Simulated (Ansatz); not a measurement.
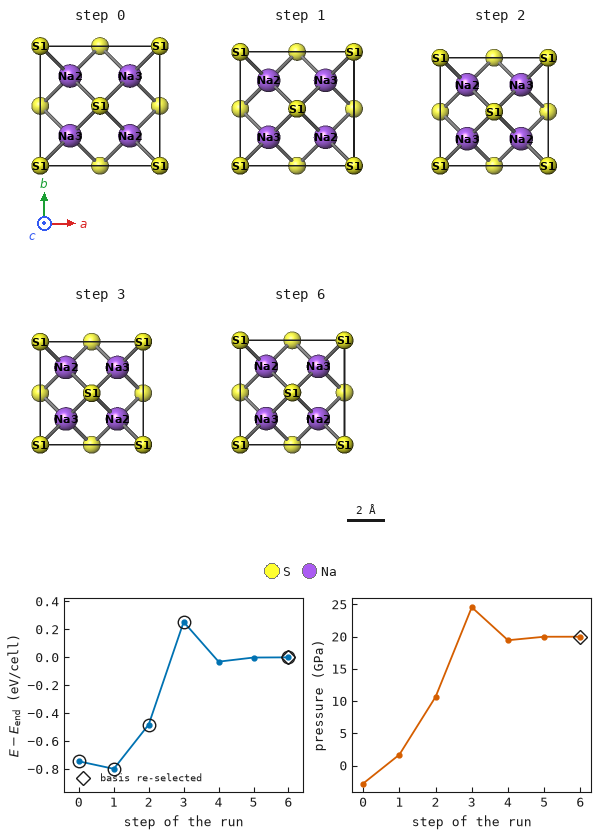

Frames of a relaxation of solid Na$_{2}$S (set up in Fm-3m), marked on the history of the run. Style: ball-and-stick. Shown: the conventional cell (4 times the calculation's cell), along the c axis. Lengths and directions refer to the drawn axes.

The start is a measured structure.

Theory: Ansatz 0.2.0, DFT, PAW plane waves, LDA.

The input:
```yaml
crystal:
  lattice:
    - [0.0, 3.30473359, 3.30473359]
    - [3.30473359, 0.0, 3.30473359]
    - [3.30473359, 3.30473359, 0.0]
  atoms:
    - { symbol: S, position: [0.0, 0.0, 0.0] }
    - { symbol: Na, position: [0.25, 0.25, 0.25] }
    - { symbol: Na, position: [0.75, 0.75, 0.75] }
  symmetry: { tolerance: 0.0003 }
kpoints:
  mp_grid: { grid: [8, 8, 8], shift: [0, 0, 0] }
magnetization:
  spin_polarized: false
scf:
  occupations: { method: cold, width: 0.1023 }
  lower_state_search: "off"
hamiltonian:
  pseudopotentials: { kind: paw }
  xc: lda
basis:
  ecutwfc: 420
  fft_grid_basis: typed
relax:
  max_steps: 40
  cell: { p_target: 20.0 }
output:
  forces: true
  stress: true
  eigenvalues: true
  bader: true
  populations: true
  elf: true
  write_potential: true
  volumetric_format: npy
  dos:
    e_range: [-12, 8]
    de: 0.05
    projected: { site_lists: { Na: [Na], S: [S] } }
  write_density: true
checkpoint:
  read: saved_state
```

Run as
```bash
ansatz run input.yaml --threads 2 --pin off --max-ram 2560MiB --backend cpu --events-out ev --progress --plain --runs-dir out
```

> What happens along the run?

Over 5 accepted moves (6 points after the start) the energy rises by 0.744 eV per cell of the calculation. With the target pressure of 20 GPa, the enthalpy E + pV changes by −2.284 eV per cell of the calculation. All forces vanish by symmetry, so only the cell relaxes. Pressure: −2.79 GPa at the start and 19.99 GPa at the end. At 1 point the geometry stayed and the basis and grid were re-selected for the new cell (energy shift of 1.2 meV per cell of the calculation at most each time). No atom moves by more than 0.005 Å relative to the cell. Cell: a = b = c 6.609 → 5.766 Å (−12.8 %). Volume −33.6 %. Near-neighbour distances that change, for instance: Na2–Na3 3.305 → 2.883 Å, S1–Na2 2.862 → 2.497 Å. The space group stays Fm-3m (No. 225). From step 0 to 1: volume −13.9 %, energy −53.7 meV per cell of the calculation. From step 1 to 2: volume −14.6 %, energy +0.317 eV per cell of the calculation. From step 2 to 3: volume −13.1 %, energy +0.734 eV per cell of the calculation. From step 3 to 6: volume +4.0 %, energy −0.253 eV per cell of the calculation.
